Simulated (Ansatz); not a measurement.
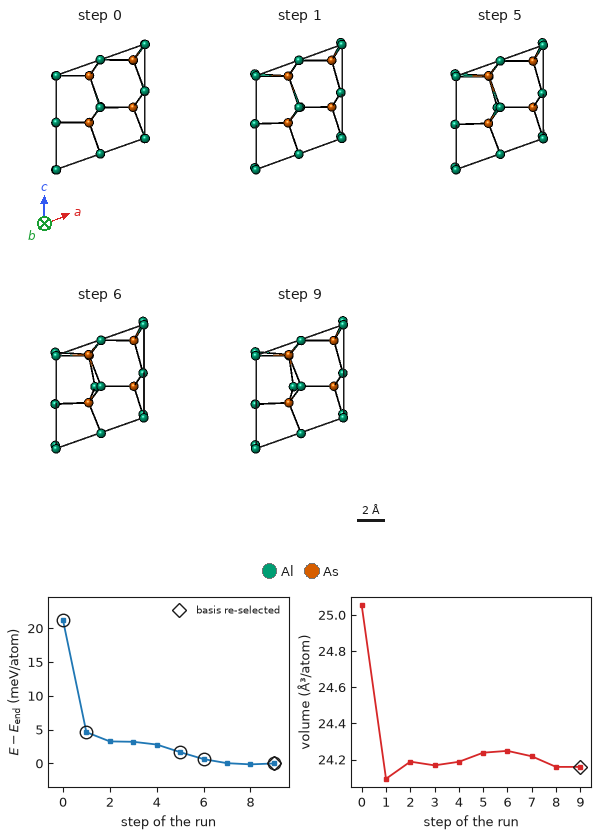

Frames of a relaxation of crystalline Al₈As₇ (a generated structure, set up in P1) (coarse preliminary run), marked on the history of the run. A ball-and-stick model of the cell of the calculation, reduced to other axes (origin shifted), seen along the b axis. Lengths and directions refer to the drawn axes.

Case: 1 of 8 As atoms taken out at random.

Method: DFT PBE, scalar-relativistic, plane waves, PAW in Ansatz. Settings: plane-wave cutoff 420 eV; k-point mesh 2 × 2 × 2; occupations gaussian; smearing width 0.1 eV; mesh shifted by (0.5, 0.5, 0.5); no spin polarisation; cell and atoms relaxed; force threshold 0.04 eV/Å; at most 50 steps.

**What happens along the run?**

The largest move relative to the cell is that of an Al atom, 0.49 Å along [−3 1 1]. Largest moves by element: Al 0.49 Å, As 0.15 Å. The volume changes by −3.6 %, with a 8.100 → 7.999 Å (−1.2 %), b 8.100 → 8.005 Å (−1.2 %), c 8.100 → 8.007 Å (−1.2 %). Among the contacts that change: Al–As 2.428 → 2.544 Å, Al–As 2.549 → 2.450 Å, Al–As 2.488 → 2.413 Å, Al–As 2.509 → 2.448 Å. Among the angles between lasting bonds that change: Al–As–Al 107.9° → 124.7°, Al–As–Al 109.9° → 124.6°, As–Al–As 109.4° → 118.2°. The space group stays P1 (No. 1). The energy falls by 21.3 meV per atom in 8 accepted moves (9 points after the start). The largest force component goes from 0.76 to 0.017 eV/Å. Pressure: −0.80 GPa at the start and 0.00 GPa at the end. The SCF was repeated once at an unchanged geometry on a basis and grid sized afresh for the cell, which shifted the energy by 0.1 meV per atom at most. From step 0 to 1: an Al atom moves most (0.19 Å), volume −3.8 %, energy −16.6 meV per atom. From step 1 to 5: an Al atom moves most (0.28 Å), volume +0.6 %, energy −3.0 meV per atom. From step 5 to 6: an Al atom moves most (0.19 Å), energy −1.0 meV per atom. From step 6 to 9: an Al atom moves most (0.11 Å), volume −0.4 %, energy −0.6 meV per atom.

```tsv
step	E − E(0), meV/atom	largest force component, eV/Å	pressure, GPa	volume, Å³/atom	note
0	0.00	0.7636	-0.80	25.053	
1	-16.62	0.1760	-0.11	24.094	
2	-17.99	0.0558	0.01	24.189	
3	-18.04	0.0769	0.04	24.168	
4	-18.45	0.0637	0.03	24.188	
5	-19.58	0.0907	-0.01	24.238	
6	-20.61	0.1156	-0.11	24.248	
7	-21.21	0.0517	-0.17	24.218	
8	-21.38	0.0172	0.01	24.160	
9	-21.25	0.0173	0.00	24.160	same geometry, new basis
```

Limits of the set-up: the k-point mesh is coarse for a cell with partly filled bands.
